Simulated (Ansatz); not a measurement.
System: Fe.

The calculation's input:

```
crystal:
  lattice:
    - [3.908487273, 0.0, 0.0]
    - [-1.9542436365, 3.3848492687, 0.0]
    - [0.0, 0.0, 2.4551823457]
  atoms:
    - { symbol: Fe, position: [1.0, 1.0, 0.0] }
    - { symbol: Fe, position: [0.3333333333, 0.6666666667, 0.5] }
    - { symbol: Fe, position: [0.6666666667, 0.3333333333, 0.5] }
hamiltonian:
  xc: pbesol
  pseudopotentials:
    kind: paw
    azcp:
      Fe: "pseudopotentials/Fe.paw.azcp"
basis:
  ecutwfc: 420
  fft_grid_basis: typed
kpoints:
  mp_grid: { grid: [11, 11, 15], shift: [0, 0, 0] }
magnetization:
  spin_polarized: false
scf:
  occupations: { method: fermi_dirac, width: 0.1 }
  lower_state_search: "off"
output:
  stress: true
  write_density: true
  write_potential: true
  elf: true
  volumetric_format: npy
```

Launched as:

```sh
ansatz run input.yaml --threads 2 --pin off --max-ram 5120MiB --backend cpu --events-out ev --progress --plain --runs-dir out
```

Below, planes, directions and counts refer to the conventional cell (a = 3.91 Å, b = 3.91 Å, c = 2.46 Å, α = 90.00°, β = 90.00°, γ = 120.00°).

Space group P6/mmm; set up as Fe, omega (AlB2-type); a generated structure, not necessarily the stable one; changed on purpose from its base cell (volume × 1.08); computed pressure about −20 GPa in this cell; computed without spin polarisation.

Theory: DFT, PBEsol, plane waves (420 eV) with PAW, scalar-relativistic in Ansatz 0.2.0.

Q: What will maps of the valence pseudo-density and electron localisation function show?

A: Fe–Fe (2.46 Å): ρ at the midpoint is about 0.38 e/Å³; the ELF is about 0.30 at the midpoint (no localised pair shows between them).

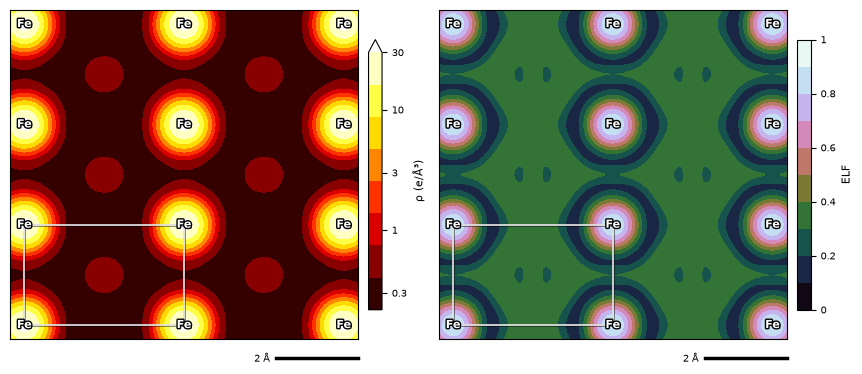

Computed valence pseudo-density and electron localisation function on the (100) plane of the conventional cell, in this order. 
